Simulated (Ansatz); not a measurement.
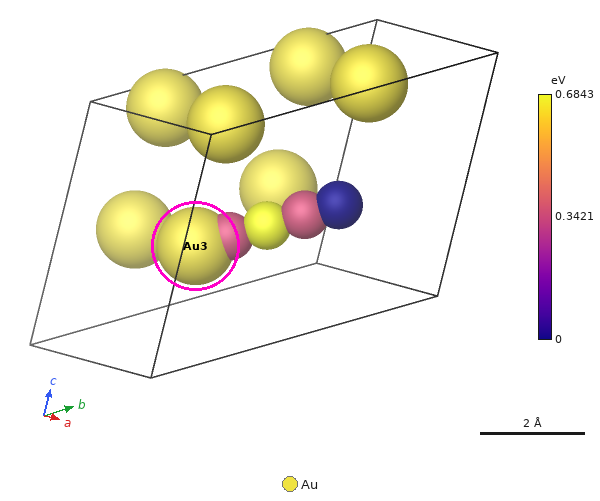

A nudged-elastic-band calculation for a defect cell of composition Au with an Au vacancy (7 atoms in the cell). Images are numbered from 0 (start) to 4 (end). The start is drawn whole; smaller spheres mark the moving atoms (Au) in the later images, joined by lines and coloured by the energy of the image relative to the start. A spheres-only model of the reduced simulation cell (origin moved), seen slightly off an axis. The moving atom is ringed, with any periodic copies. Lengths and directions refer to the drawn axes.

Method: Ansatz 0.2.0, DFT, PAW plane waves, PBE.

The input:
```yaml
crystal:
  lattice:
    - [0.0, 4.138488, 4.138488]
    - [4.138488, 0.0, 4.138488]
    - [4.138488, 4.138488, 0.0]
  atoms:
    - { symbol: Au, position: [-0.00900533, 0.00301668, -0.00086975] }
    - { symbol: Au, position: [0.00396593, 0.49648618, 0.00123449] }
    - { symbol: Au, position: [-0.00236322, 0.50453747, 0.49796317] }
    - { symbol: Au, position: [0.49771934, 0.00315068, -0.00284154] }
    - { symbol: Au, position: [0.4990827, 0.00569605, 0.49733086] }
    - { symbol: Au, position: [0.50146319, 0.50146625, -0.00425222] }
    - { symbol: Au, position: [0.51035054, 0.49454242, 0.49374745] }
kpoints:
  mp_grid: { grid: [3, 3, 3] }
magnetization:
  spin_polarized: false
scf:
  occupations: { method: gaussian, width: 0.1 }
hamiltonian:
  pseudopotentials: { kind: paw }
  xc: pbe
basis:
  ecutwfc: 420
neb:
  images: 3
  relax_end_points: true
  climbing: true
  f_tol: 0.1
  max_iterations: 40
  order_check: false
  final_atoms:
    - { symbol: Au, position: [-0.00900533, 0.00301668, -0.00086975] }
    - { symbol: Au, position: [0.00396593, 0.49648618, 0.00123449] }
    - { symbol: Au, position: [0.00189812, 0.99876377, 0.50068119] }
    - { symbol: Au, position: [0.49771934, 0.00315068, -0.00284154] }
    - { symbol: Au, position: [0.4990827, 0.00569605, 0.49733086] }
    - { symbol: Au, position: [0.50146319, 0.50146625, -0.00425222] }
    - { symbol: Au, position: [0.51035054, 0.49454242, 0.49374745] }
```

Command:
```bash
ansatz run input.yaml --threads 4 --pin off --max-ram 8192MiB --backend cpu --events-out ev --progress --plain --runs-dir out
```

What moves, how far, and at what cost in energy?

Answer. It is a vacancy jump: a nearby atom moves into the empty site and leaves its own site empty. An Au atom travels furthest, 2.92 Å from end to end, along +b, on a straight line. At the highest image its nearest neighbour (Au) is 2.73 Å away, against 2.93 Å at the start, and the surrounding atoms stand up to 0.21 Å off the mean of their end positions. The barrier is about 0.68 eV in both directions, with image 2 at the top; the ends have the same energy. The band converged in 4 iterations. The largest component of the band force went from 1.5 to 0.099 eV/Å. The climbing image converged on the top of the path. Its curvatures weren't checked. The force threshold of 0.1 eV/Å is loose, so the barrier is approximate.

Limits of the set-up: the periodic images lie only 5.9 Å apart, so the values are limited by the cell's size.

Cost: 50 s on 4 threads of Intel(R) Xeon(R) Platinum 8488C (Sapphire Rapids) (shared host), peak memory 0.98 GiB.
